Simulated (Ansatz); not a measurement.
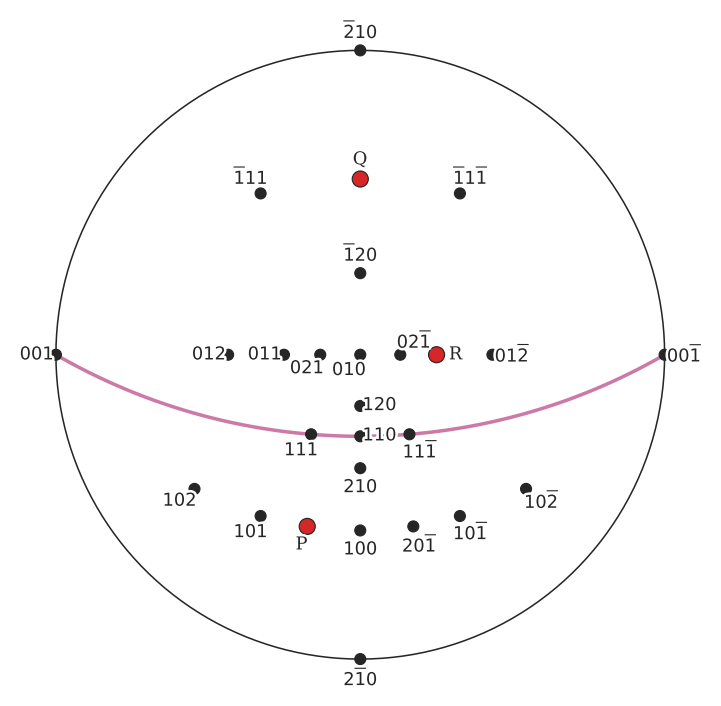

Stereographic projection of plane normals (upper hemisphere) centred on (0 1 0). Crystal: Co, a calculation's input that goes back to an entry of the Crystallography Open Database (an earlier step may have relaxed or displaced it). Geometry calculated from the standardised cell; symmetry tolerance 0.002 Å.

a = 2.492 Å, b = 2.492 Å, c = 4.034 Å, α = 90.00°, β = 90.00°, γ = 120.00°.

> Index the poles marked P, Q, R.

P is (2 0 1), in four indices (2 0 −2 1), 61.1° from the centre; Q is (−1 1 0), in four indices (−1 1 0 0), 60.0° from the centre; R is (0 1 −1), in four indices (0 1 −1 −1), 28.2° from the centre.

> Which zone does the coloured great circle trace?

The zone [1 −1 0]: its poles satisfy h − k = 0.

> What is the angle between the normals of (0 0 −1) and (0 1 1), and what are their d_hkl = 1/|g|?

118.2°; d = 4.034 Å and 1.903 Å.
